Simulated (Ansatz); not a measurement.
## Geometry relaxation of In₉P₁₀ (part 1 of 3)

In₉P₁₀ (slab, 19 atoms in the cell), computed with DFT PBEsol, scalar-relativistic, plane waves, PAW, no spin polarisation (Ansatz 0.2.0).

The structure derives from an entry of the Crystallography Open Database. It belongs to a series of runs on one base structure; here: (2 1 0) slab, atoms relaxed. Figures and captions count atoms from 1; the log counts them from 0 in places.

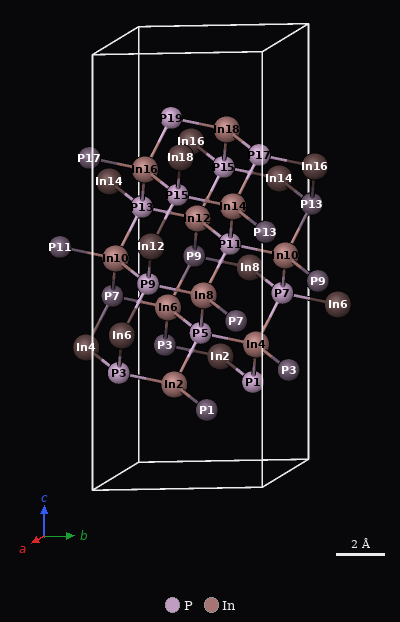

Fig. 1: The structure as given in the input (ball-and-stick view of the cell of the calculation, with the vacuum cut short, seen slightly off an axis; neighbours outside the cell are drawn fainter; atoms are numbered from 1 in the order of the input). An atom can appear more than once, as a periodic image.

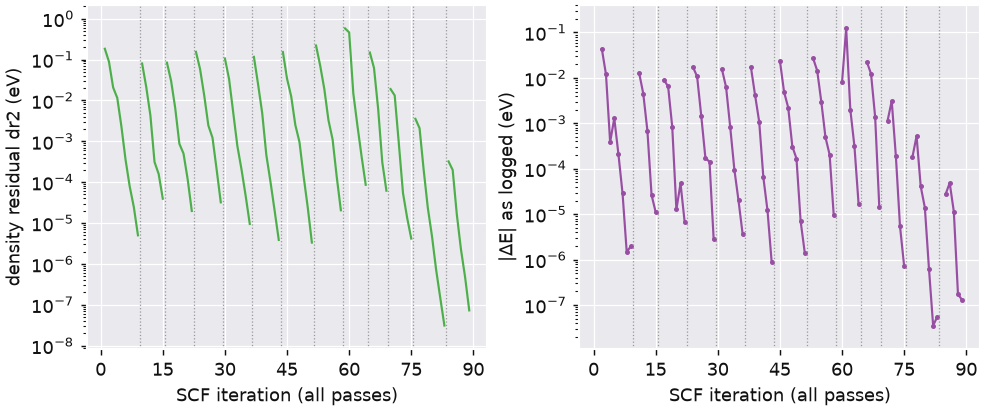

Fig. 2: Convergence of the self-consistent field: density residual dr2 and size of the energy change against the SCF iteration. The dotted lines part the SCF passes of the relaxation: geometry steps, rejected trials and re-solves on a re-selected basis. The 13 passes take 5 to 9 iterations each, 89 in all.

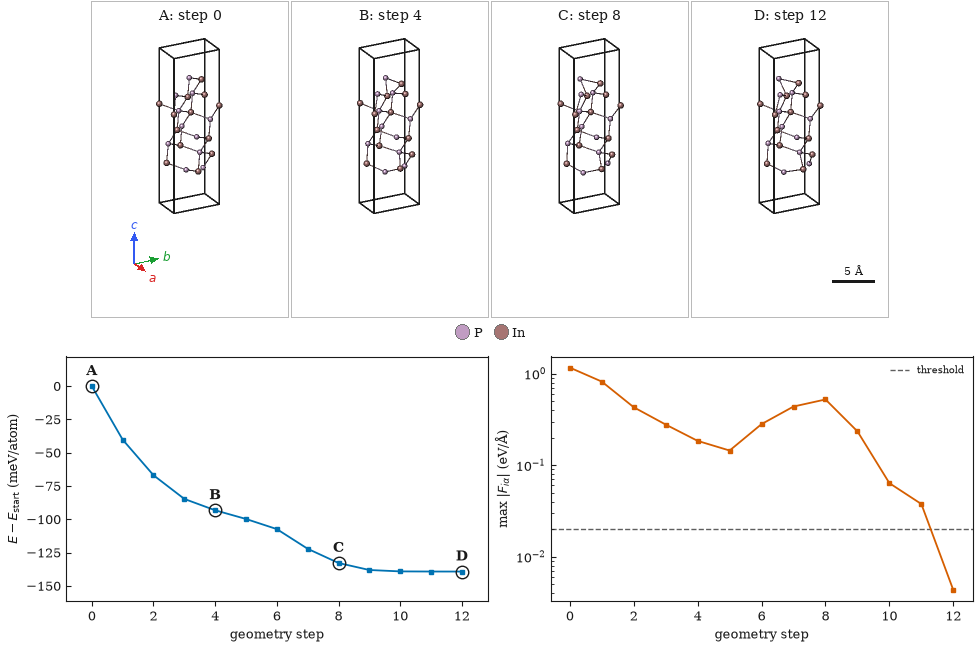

Fig. 3: Frames of the relaxation (ball-and-stick view of the cell of the calculation, with the vacuum cut short (origin shifted), seen slightly off an axis) above the curves, on which the letters mark them (the first geometry is step 0 here and step 1 in the log).

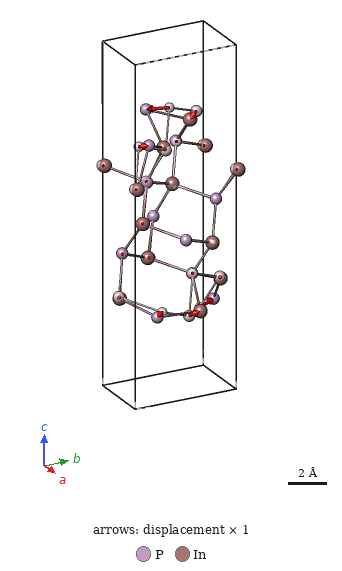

Fig. 4: Start (faint) and end (solid) with the displacements as red arrows, at true length (ball-and-stick view of the cell of the calculation, with the vacuum cut short (origin shifted), seen slightly off an axis). The energy falls by 139 meV per atom in 12 geometry steps. Largest force component: 1.2 eV/Å at the start, 0.0043 eV/Å at the end. The largest moves, 1.37 Å, are those of P1 and P19. By element the largest moves are P 1.37 Å, In 0.75 Å. The lattice vectors keep their values. Among the contacts that change: P17–P19 4.157 → 2.200 Å, In2–P3 2.545 → 3.254 Å, In16–P19 2.545 → 2.748 Å, In4–P5 2.545 → 2.649 Å. New bonds form: P17–P19 (4.16 → 2.20 Å), P1–P3 (4.16 → 2.20 Å). Among the angles that change: P17–In18–P19 109.5° → 147.1°, In16–P19–In18 109.5° → 76.7°, P15–In16–P19 109.5° → 134.6°. (Atoms are counted from 1 in the order of the input.)

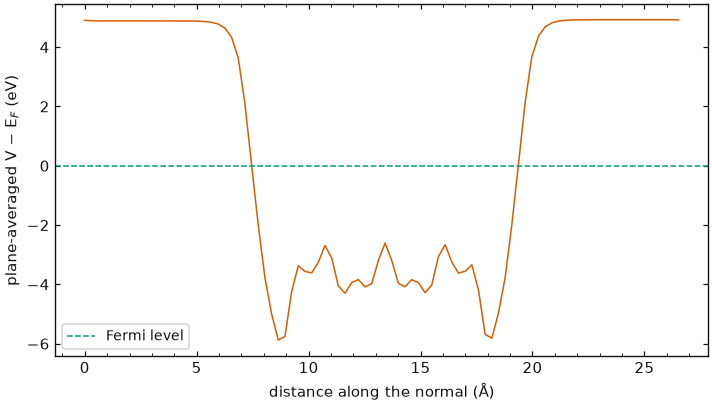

Fig. 5: Plane average of the electrostatic potential energy of an electron across the cell, from the Fermi level. The vacuum level lies 4.92 eV above the Fermi level on the upper side and 4.88 eV on the lower.

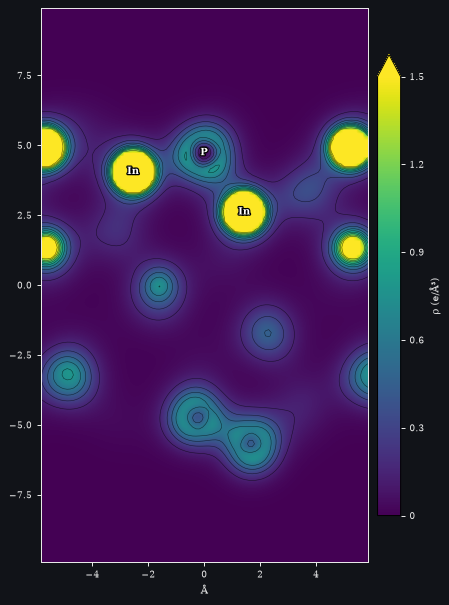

Fig. 6: Valence charge density (pseudo) on the (110) plane of the calculation cell, a cut from vacuum to vacuum. The section cuts through In and P sites. In–P (2.56 Å): the density is about 0.44 e/Å³ at the midpoint. In–P (2.64 Å): ρ is about 0.39 e/Å³ halfway. The density dies away to nearly zero in the vacuum. The fields are those of the smooth PAW valence density.

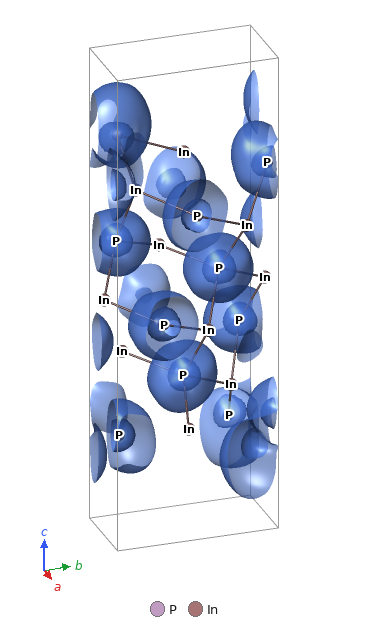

Fig. 7: Isosurface of the ELF at 0.65 (blue), seen slightly off an axis. Only the valence region is drawn (cores and ρ < 0.01 e/Å³ removed). Sticks mark near contacts. Profiles from the grid: P–P (2.20 Å): the ELF peaks at about 0.85 between the atoms, which marks localised, shared-pair bonding. In–P (2.51 Å): the ELF is about 0.55 at the midpoint.

These pictures come from the run below.

The input
```yaml
crystal:
  lattice:
    - [5.8781820746, 0.0, 0.0]
    - [-2.9390910373, 6.5720073515, 0.0]
    - [0.0, 0.0, 26.8296132326]
  atoms:
    - { symbol: P, position: [0.1, 0.7, 0.2795418605] }
    - { symbol: In, position: [0.7, 0.4, 0.3040372093] }
    - { symbol: P, position: [0.8, 0.1, 0.3285325582] }
    - { symbol: In, position: [0.4, 0.8, 0.353027907] }
    - { symbol: P, position: [0.5, 0.5, 0.3775232558] }
    - { symbol: In, position: [0.1, 0.2, 0.4020186047] }
    - { symbol: P, position: [0.2, 0.9, 0.4265139535] }
    - { symbol: In, position: [0.8, 0.6, 0.4510093023] }
    - { symbol: P, position: [0.9, 0.3, 0.4755046512] }
    - { symbol: In, position: [0.5, 0.0, 0.5] }
    - { symbol: P, position: [0.6, 0.7, 0.5244953488] }
    - { symbol: In, position: [0.2, 0.4, 0.5489906977] }
    - { symbol: P, position: [0.3, 0.1, 0.5734860465] }
    - { symbol: In, position: [0.9, 0.8, 0.5979813953] }
    - { symbol: P, position: [0.0, 0.5, 0.6224767442] }
    - { symbol: In, position: [0.6, 0.2, 0.646972093] }
    - { symbol: P, position: [0.7, 0.9, 0.6714674418] }
    - { symbol: In, position: [0.3, 0.6, 0.6959627907] }
    - { symbol: P, position: [0.4, 0.3, 0.7204581395] }
basis:
  ecutwfc: 420
kpoints:
  mp_grid: { grid: [7, 6, 1] }
hamiltonian:
  xc: pbesol
scf:
  occupations: { method: gaussian, width: 0.05 }
output:
  forces: true
  eigenvalues: true
  write_density: true
  write_potential: true
  elf: true
  volumetric_format: npy
relax:
  adjacent_minimum: "off"
  f_tol: 0.02
  max_steps: 60
efield:
  axis: 3
  dipole_correction: true
  ramp_width: 0.04
```

Launched with:
```bash
ansatz run input.yaml --threads 2 --pin off --max-ram 5120MiB --backend cpu --events-out ev --progress --plain --runs-dir out
```

Output
```
Engine: ansatz 0.2.0, x86_64-unknown-linux-gnu
Pseudopotentials: kind: paw
Pseudopotential: P, paw, valence charge 5, recommended cutoff 420 eV (normal), P.paw.azcp
Pseudopotential: In, paw, valence charge 13, recommended cutoff 420 eV (normal), In.paw.azcp
Functional definition: PBEsol
  exchange = pbesol_x
  correlation = pbesol_c
Crystal: 19 atoms, lattice volume = 1036.467 Å³
Basis set: ecut = 420 eV, 20201 PW (Γ), exchange–correlation on 80×100×360 points (8 copies of the dense FFT grid, shifted against one another)
Bands: 103, of which v1, the nominal top of the filled ones, is band 84 counted from 1 (83 counted from 0)
Symmetry: 1 space group operations
k-points: 22 of 42 (time reversal used)
Non-local potential: P, projectors of the file, l = 0: 2, l = 1: 2, l = 2: 2
Non-local potential: In, projectors of the file, l = 0: 2, l = 1: 2, l = 2: 2, l = 3: 2
PAW form: soft (Blöchl's): semilocal exchange-correlation on the pseudo side does not see the compensation charge
PAW frozen core: P, regenerated for the run's functional, and the local potential with it (the file was generated under x = pbe(κ = 0.804, μ = 0.2195149727645171), c = pbe(β = 0.06672455060314922))
PAW frozen core: In, regenerated for the run's functional, and the local potential with it (the file was generated under x = pbe(κ = 0.804, μ = 0.2195149727645171), c = pbe(β = 0.06672455060314922))
PAW one-centre angular grid: P, 110 points (default); XC on 64 Gauss nodes
PAW one-centre angular grid: In, 590 points (default); XC on 64 Gauss nodes
Initial density: superposition of atomic densities (neutral atoms: chi_scale 0, normalization atom), corrected by the library's trained network
Initial wavefunctions: pseudopotential atomic-orbital guess
Functional: x = pbesol(κ = 0.804, μ = 0.12345679012345678), c = pbesol(β = 0.046)
SCF iter   1: F=—  HF=-57125.227331 eV  |F-HF|=—  |Δ(HF+E_count)|=         —  Δρ=3.54e-3  dr2=1.83e-1  ethr=1.77e-3  p=0.000 e·Å  D=8.51e-14 V/Å  ΔV_dip=-0.00 eV  dr2_dipole=4.53e-7  V_vac-E_F(+/−)=5.17/5.17 eV  ⟨swp⟩=8.0  Hψ=10047  notcnv=0  defer=155
efield: sawtooth ramp at fractional position 0.9800 (placed from the atoms, in the widest stretch of the axis that holds none; the zero of the levels goes with the place), width 0.0400; the density the first Hamiltonian is built on has a dipole p = 0.000 e·Å; the dipole correction subtracts the counter field D = 8.51e-14 V/Å, which shifts the + side's vacuum level by -0.00 eV against the − side's; the planar-averaged density in the ramp window peaks in size at 6.3e-6 e/Å³
preconditioner: auto → LDOS  [metal: Δε(μ)=0.003 eV  Ē_g=12.579 eV  σ=0.050 eV  W_gap=0.04  n_scr=136 (ndim 8)  ℏωp=14.9 eV  f_vac=0.483  D(μ)=17.55/eV (n_scr^D=84)  β→1.0]
SCF iter   2: F=—  HF=-57125.183907 eV  |F-HF|=—  |Δ(HF+E_count)|=   4.34e-2  Δρ=2.11e-3  dr2=8.81e-2  ethr=1.09e-4  p=0.000 e·Å  D=4.80e-6 V/Å  ΔV_dip=-0.00 eV  dr2_dipole=7.05e-6  V_vac-E_F(+/−)=5.19/5.19 eV  ⟨swp⟩=2.9  Hψ=4684  notcnv=0  defer=263
SCF iter   3: F=—  HF=-57125.171964 eV  |F-HF|=—  |Δ(HF+E_count)|=   1.19e-2  Δρ=8.26e-4  dr2=2.08e-2  ethr=5.27e-5  p=0.000 e·Å  D=5.35e-6 V/Å  ΔV_dip=-0.00 eV  dr2_dipole=2.68e-6  V_vac-E_F(+/−)=5.20/5.20 eV  ⟨swp⟩=2.0  Hψ=3956  notcnv=0  defer=263
SCF iter   4: F=—  HF=-57125.171579 eV  |F-HF|=—  |Δ(HF+E_count)|=   3.85e-4  Δρ=6.08e-4  dr2=1.15e-2  ethr=1.25e-5  p=0.000 e·Å  D=1.66e-6 V/Å  ΔV_dip=-0.00 eV  dr2_dipole=2.72e-7  V_vac-E_F(+/−)=5.21/5.21 eV  ⟨swp⟩=2.0  Hψ=3724  notcnv=0  defer=263
SCF iter   5: F=—  HF=-57125.170284 eV  |F-HF|=—  |Δ(HF+E_count)|=   1.29e-3  Δρ=2.31e-4  dr2=2.31e-3  ethr=6.87e-6  p=-0.000 e·Å  D=-1.85e-6 V/Å  ΔV_dip=0.00 eV  dr2_dipole=4.11e-9  V_vac-E_F(+/−)=5.22/5.22 eV  ⟨swp⟩=3.0  Hψ=3953  notcnv=0  defer=263
SCF iter   6: F=—  HF=-57125.170073 eV  |F-HF|=—  |Δ(HF+E_count)|=   2.11e-4  Δρ=1.12e-4  dr2=3.55e-4  ethr=1.38e-6  p=-0.000 e·Å  D=-4.32e-6 V/Å  ΔV_dip=0.00 eV  dr2_dipole=1.83e-8  V_vac-E_F(+/−)=5.22/5.22 eV  ⟨swp⟩=2.4  Hψ=3311  notcnv=0  defer=263
SCF iter   7: F=—  HF=-57125.170045 eV  |F-HF|=—  |Δ(HF+E_count)|=   2.86e-5  Δρ=5.44e-5  dr2=7.90e-5  ethr=2.13e-7  p=-0.000 e·Å  D=-4.66e-6 V/Å  ΔV_dip=0.00 eV  dr2_dipole=1.02e-8  V_vac-E_F(+/−)=5.22/5.22 eV  ⟨swp⟩=2.1  Hψ=3695  notcnv=0  defer=263
SCF iter   8: F=—  HF=-57125.170046 eV  |F-HF|=—  |Δ(HF+E_count)|=   1.49e-6  Δρ=2.82e-5  dr2=2.46e-5  ethr=4.73e-8  p=-0.000 e·Å  D=-4.40e-6 V/Å  ΔV_dip=0.00 eV  dr2_dipole=9.30e-10  V_vac-E_F(+/−)=5.22/5.22 eV  ⟨swp⟩=2.3  Hψ=3239  notcnv=0  defer=263
SCF iter   9: F=-57125.170041 eV  HF=-57125.170044 eV  |F-HF|=3.52e-6  |Δ(HF+E_count)|=   1.95e-6  Δρ=1.28e-5  dr2=5.00e-6  ethr=5.99e-9  p=-0.000 e·Å  D=-4.22e-6 V/Å  ΔV_dip=0.00 eV  dr2_dipole=1.03e-10  V_vac-E_F(+/−)=5.22/5.22 eV  ⟨swp⟩=24.3  Hψ=25829  notcnv=0
SCF 1 converged in 9 iterations: F = -57125.170041 eV  dr2 = 5.00e-6
  Residual-converged pass: ⟨swp⟩=1.0  Hψ=2354  notcnv=0  max |occ|·‖R‖ = 7.0e-9 eV (tolerance 1.0e-8 eV)  dr2=5.00e-6  dr2_onsite=5.36e-8  max |Δocc| = 1.5e-10
  greatest PAW one-centre occupation: 0.982 electrons in one spin orbital (limit 2), on the In atom at site 17 (counted from 0), in its partial waves of l = 2
relax step   1: F+E_penalty+E_count = -57125.17004071 eV  Δ(F+E_penalty+E_count) = +0.000e0 eV  max|allowed force component| = 1.164e0 eV/Å  Δτ_max = 0.0000 Å  (9 SCF iters, dr2 threshold 1.00e-5 eV, accepted)
Initial density: handed on by an earlier stage of this run
Initial wavefunctions: those handed on with the density
iter 1 solved again at ethr=4.75e-5 eV; its pass at ethr=3.10e-3 eV (dr2=7.93e-2 eV) is discarded
SCF iter   1: F=—  HF=-57125.951182 eV  |F-HF|=—  |Δ(HF+E_count)|=         —  Δρ=3.18e-3  dr2=7.98e-2  ethr=4.75e-5  p=-0.000 e·Å  D=-4.22e-6 V/Å  ΔV_dip=0.00 eV  dr2_dipole=2.41e-6  V_vac-E_F(+/−)=5.24/5.24 eV  ⟨swp⟩=2.0  Hψ=9058  notcnv=0  defer=251
efield: sawtooth ramp at fractional position 0.9800 (handed on by an earlier solve), width 0.0400; the density the first Hamiltonian is built on has a dipole p = -0.000 e·Å; the dipole correction subtracts the counter field D = -4.22e-6 V/Å, which shifts the + side's vacuum level by +0.00 eV against the − side's; the planar-averaged density in the ramp window peaks in size at 8.2e-8 e/Å³
preconditioner: auto → LDOS  [metal: Δε(μ)=0.013 eV  Ē_g=12.617 eV  σ=0.050 eV  W_gap=0.15  n_scr=136 (ndim 8)  ℏωp=14.9 eV  f_vac=0.487  D(μ)=17.22/eV (n_scr^D=84)  β→1.0]
SCF iter   2: F=—  HF=-57125.938278 eV  |F-HF|=—  |Δ(HF+E_count)|=   1.29e-2  Δρ=1.27e-3  dr2=2.12e-2  ethr=4.75e-5  p=-0.000 e·Å  D=-8.52e-6 V/Å  ΔV_dip=0.00 eV  dr2_dipole=5.85e-8  V_vac-E_F(+/−)=5.26/5.26 eV  ⟨swp⟩=2.0  Hψ=4029  notcnv=0  defer=251
SCF iter   3: F=—  HF=-57125.933757 eV  |F-HF|=—  |Δ(HF+E_count)|=   4.52e-3  Δρ=4.74e-4  dr2=4.30e-3  ethr=1.27e-5  p=-0.000 e·Å  D=-9.07e-6 V/Å  ΔV_dip=0.00 eV  dr2_dipole=1.35e-7  V_vac-E_F(+/−)=5.28/5.28 eV  ⟨swp⟩=2.0  Hψ=4072  notcnv=0  defer=251
SCF iter   4: F=—  HF=-57125.933071 eV  |F-HF|=—  |Δ(HF+E_count)|=   6.86e-4  Δρ=1.18e-4  dr2=3.11e-4  ethr=2.58e-6  p=-0.000 e·Å  D=-1.06e-5 V/Å  ΔV_dip=0.00 eV  dr2_dipole=7.89e-9  V_vac-E_F(+/−)=5.28/5.28 eV  ⟨swp⟩=2.0  Hψ=3964  notcnv=0  defer=251
SCF iter   5: F=—  HF=-57125.933098 eV  |F-HF|=—  |Δ(HF+E_count)|=   2.65e-5  Δρ=6.45e-5  dr2=1.58e-4  ethr=1.86e-7  p=-0.000 e·Å  D=-1.10e-5 V/Å  ΔV_dip=0.00 eV  dr2_dipole=4.32e-12  V_vac-E_F(+/−)=5.28/5.28 eV  ⟨swp⟩=2.1  Hψ=3904  notcnv=0  defer=251
SCF iter   6: F=-57125.933054 eV  HF=-57125.933087 eV  |F-HF|=3.28e-5  |Δ(HF+E_count)|=   1.11e-5  Δρ=2.99e-5  dr2=3.93e-5  ethr=5.07e-8  p=-0.000 e·Å  D=-1.15e-5 V/Å  ΔV_dip=0.00 eV  dr2_dipole=2.09e-9  V_vac-E_F(+/−)=5.28/5.28 eV  ⟨swp⟩=22.4  Hψ=25164  notcnv=0
SCF 2 converged in 6 iterations: F = -57125.933054 eV  dr2 = 3.93e-5
relax step   2: F+E_penalty+E_count = -57125.93305399 eV  Δ(F+E_penalty+E_count) = -7.630e-1 eV  max|allowed force component| = 8.188e-1 eV/Å  Δτ_max = 0.1949 Å  (6 SCF iters, dr2 threshold 8.46e-5 eV, accepted)
[... from here on the SCF iterations and repeated set-up lines of each step are left out, up to the last step ...]
SCF 3 converged in 7 iterations: F = -57126.440437 eV  dr2 = 1.97e-5
relax step   3: F+E_penalty+E_count = -57126.44043661 eV  Δ(F+E_penalty+E_count) = -5.074e-1 eV  max|allowed force component| = 4.294e-1 eV/Å  Δτ_max = 0.1949 Å  (7 SCF iters, dr2 threshold 4.19e-5 eV, accepted)
SCF 4 converged in 7 iterations: F = -57126.778525 eV  dr2 = 3.20e-5
```
